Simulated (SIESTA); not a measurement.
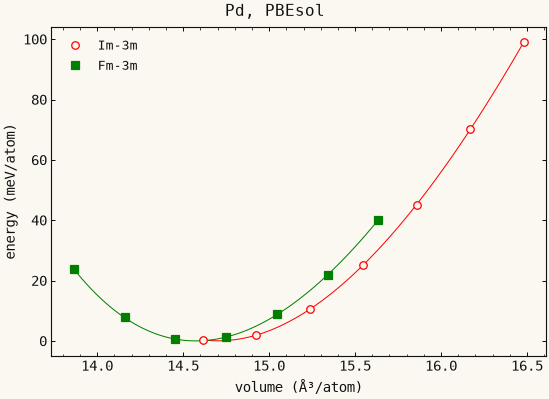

Computed with SIESTA 5.4.2: DFT in numerical atomic orbitals with pseudopotentials, no spin polarisation; energies at scaled volumes of the given cell, shape and fractions fixed, counted from the fit's minimum, third-order Birch-Murnaghan fit. Level: PBEsol.

```
       setting                                                                     value
        k mesh                                                                  12×12×12
   occupations                                                               Fermi–Dirac
smearing width                                                                   0.05 eV
    potentials  PseudoDojo 0.4 standard, converted to PSML, two zetas on semicore shells
```

Caption: Energy against volume, with one curve for each structure, for Pd. Each energy curve has its own zero, so the curves don't rank the structures.

The fitted equilibrium volumes, smallest first, are Fm-3m 14.573, Im-3m 14.704 Å³/atom. The fitted bulk moduli, smallest first, are Im-3m 186.8, Fm-3m 196.6 GPa.

Note: mulliken charges of long orbitals.
